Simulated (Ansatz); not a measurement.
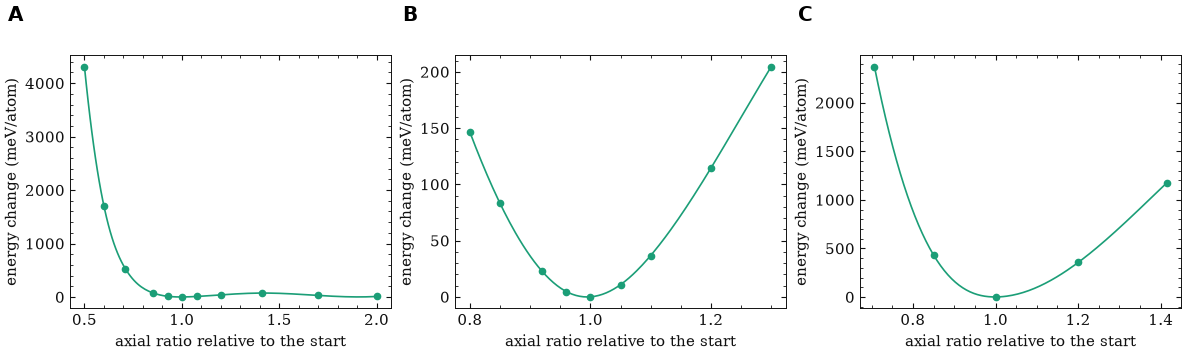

Each panel shows the energy change against relative axial ratio for one of these solids: Sn, Im-3m (No. 229), 27.2 Å³/atom, path trigonal; Ti, P6_3/mmc (No. 194), 17.7 Å³/atom, path axial; WC, Fm-3m (No. 225), 10.3 Å³/atom, path tetragonal.

Method: deformation of a crystal at fixed volume, lengths along the axis scaled against those across it, fractional coordinates fixed, by plane-wave density functional theory with PAW datasets, free energies less that of the undisturbed cell, pressure positive in compression; scalar-relativistic (Ansatz 0.2.0). Level: PBEsol, no spin polarisation.

Q: Match the panels to the solids.

A: A is Sn (energy change from 0 meV/atom to 4307 meV/atom); B is Ti (energy change from 0 meV/atom to 204 meV/atom); C is WC (energy change from 0 meV/atom to 2369 meV/atom).

For Sn, limits of the calculation: reference crystal is not relaxed.

For Ti, limits of the calculation: reference crystal is not relaxed; shape and atomic fractions are frozen while scaling, which makes layered, chain and framework solids too stiff.
